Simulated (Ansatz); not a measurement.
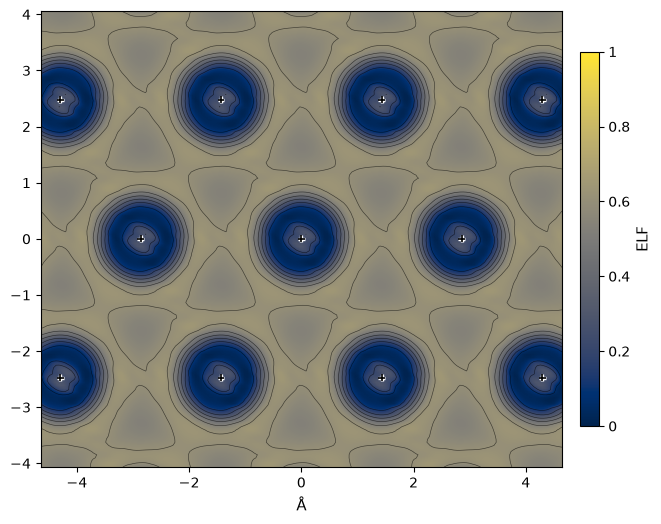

The ELF on a plane through atoms (crosses mark nuclei in the plane).

Level of theory: Ansatz 0.2.0, DFT PBEsol, scalar-relativistic, plane waves, PAW.

Candidates:
A. Al$_{2}$Cu, a = 5.99 Å, b = 5.99 Å, c = 4.83 Å, α = 90.00°, β = 90.00°, γ = 90.00°. Space group I4/mcm; computed without spin polarisation.
B. Al, a = 2.86 Å, b = 2.86 Å, c = 42.07 Å, α = 90.00°, β = 90.00°, γ = 120.00°. Space group R-3m.

Question: Which system is this?

Answer: Candidate B: Al on the (001) plane of the conventional cell, which holds Al. Al–Al (2.86 Å): the ELF peaks at about 0.65 between the atoms.
